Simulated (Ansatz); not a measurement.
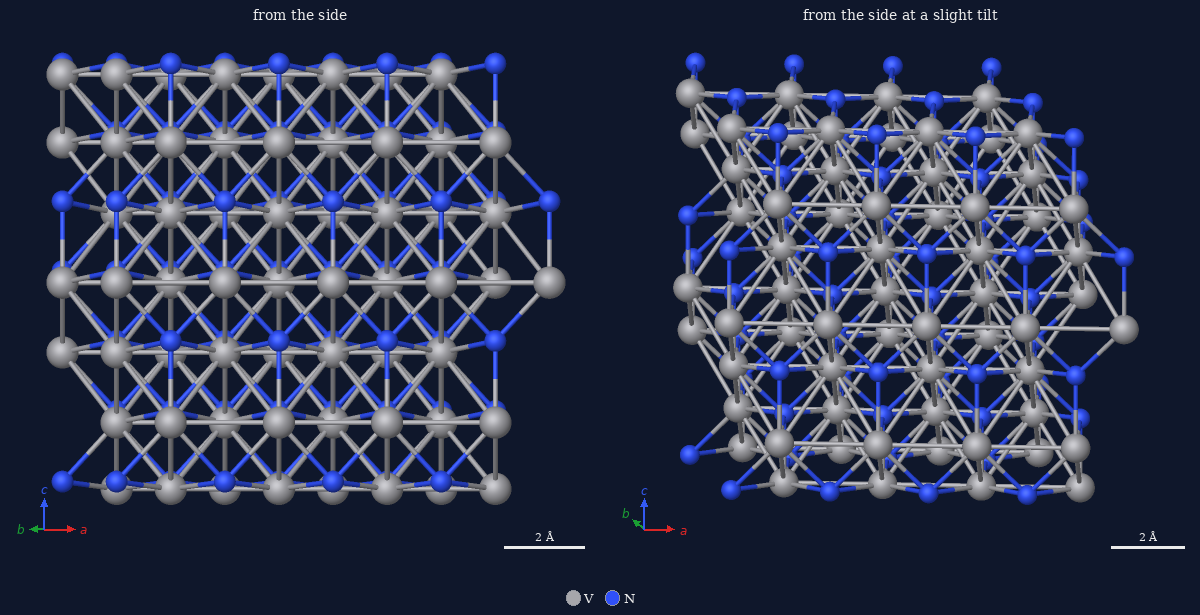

A ball-and-stick picture of a periodic slab, seen from the side and from the side at a slight tilt. The surface normal points up in side views; the vacuum is left out. 4×2 cells are drawn in the plane, with atoms at the edges repeated.

The cell holds 7 V, 7 N. The slab was cut from bulk VN (P-6m2).

Q: How is each face terminated?

A: The top face ends in N and V, the bottom face in N and V. The two faces are alike.

Q: How far does the slab extend along the normal?

A: About 11 Å from the lowest to the highest atom.

Q: State the number of planes and their content from above.

A: Seven planes: VN / VN / VN / VN / VN / VN / VN.

Q: Which crystal face is exposed?

A: (1 0 1).

The calculation used DFT PBEsol, scalar-relativistic, plane waves, PAW (Ansatz 0.2.0), with 420 eV cutoff, a 14×10×1 k-point mesh, Gaussian smearing of 0.1 eV, no spin polarisation.

Q: Work functions?

A: 3.95 eV at the top and 3.27 eV at the bottom.

The initial geometry was a structure listed in the Materials Project, from which a slab was cut. The atoms were relaxed in a fixed cell with DFT PBEsol, scalar-relativistic, plane waves, PAW in Ansatz 0.2.0.
